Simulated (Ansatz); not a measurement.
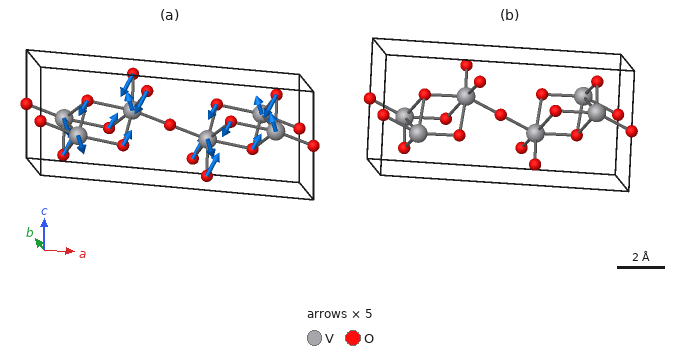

The structure of a crystal of V₂O₅ (built on the database_12 type) (coarse preliminary run) before (left) and after (right) a relaxation, at one scale. The blue arrows give the displacements (the part carried along by the change of the cell is left out), 5 times their true length.

Style: ball-and-stick. Shown: the conventional cell (2 times the calculation's cell), slightly off an axis. Lengths and directions refer to the drawn axes.

Case: structure reported for this formula (C2/m, No. 12).

All numbers below come from Ansatz 0.2.0, DFT r2SCAN, scalar-relativistic, plane waves, PAW.

The input:
```yaml
crystal:
  lattice:
    - [6.085, -1.495, 0.0]
    - [6.085, 1.495, 0.0]
    - [-0.69307, 0.0, 4.78002]
  atoms:
    - { symbol: V, position: [0.1378, 0.1378, 0.3967] }
    - { symbol: V, position: [0.8622, 0.8622, 0.6033] }
    - { symbol: O, position: [0.0, 0.0, 0.5] }
    - { symbol: O, position: [0.6094, 0.6094, 0.133] }
    - { symbol: O, position: [0.3906, 0.3906, 0.867] }
    - { symbol: O, position: [0.3026, 0.3026, 0.346] }
    - { symbol: O, position: [0.6974, 0.6974, 0.654] }
basis:
  ecutwfc: 500
kpoints:
  mp_grid: { grid: [6, 6, 4] }
hamiltonian:
  xc: r2scan
scf:
  occupations: { method: gaussian, width: 0.1 }
  lower_state_search: "off"
output:
  forces: true
  stress: true
  eigenvalues: true
relax:
  adjacent_minimum: "off"
  f_tol: 0.04
  max_steps: 70
  cell: { stress_tol: 0.4 }
```

Launched with:
```bash
ansatz run input.yaml --threads 1 --pin off --max-ram 3072MiB --backend cpu --events-out ev --progress --plain --runs-dir out
```

Question: What changed between the two?

Answer: The largest moves relative to the cell, 0.23 Å, are those of O4 and O5. O4 goes roughly along [1 0 3]. Largest moves by element: O 0.23 Å, V 0.18 Å. The volume changes by −2.4 %, with a 12.170 → 11.032 Å (−9.4 %), b 2.990 → 2.871 Å (−4.0 %), c 4.830 → 5.372 Å (+11.2 %), β 98.3° → 94.2°. Some distances before and after: V1–O6 2.055 → 1.828 Å, V1–O4 1.962 → 1.781 Å, V1–V1 2.990 → 2.871 Å, V1–V2 3.148 → 3.032 Å. Among the angles between lasting bonds that change: V2–O5–V2 99.3° → 107.4°, V1–O7–V1 96.0° → 88.9°. The space group stays C2/m (No. 12). After 11 accepted moves (12 points after the start) the energy has fallen by 242 meV per atom. The largest force component goes from 3.3 to 0.014 eV/Å. Pressure: −24.70 GPa at the start and 0.19 GPa at the end. The SCF was repeated once at an unchanged geometry on a basis and grid sized afresh for the cell, which shifted the energy by 0.3 meV per atom at most. The run took 4.7 min on 1 thread of Arm Neoverse V2 (shared host), peak memory 0.62 GiB.

Limits of the set-up: layers or molecules are held without a dispersion correction, so their spacing is unreliable.
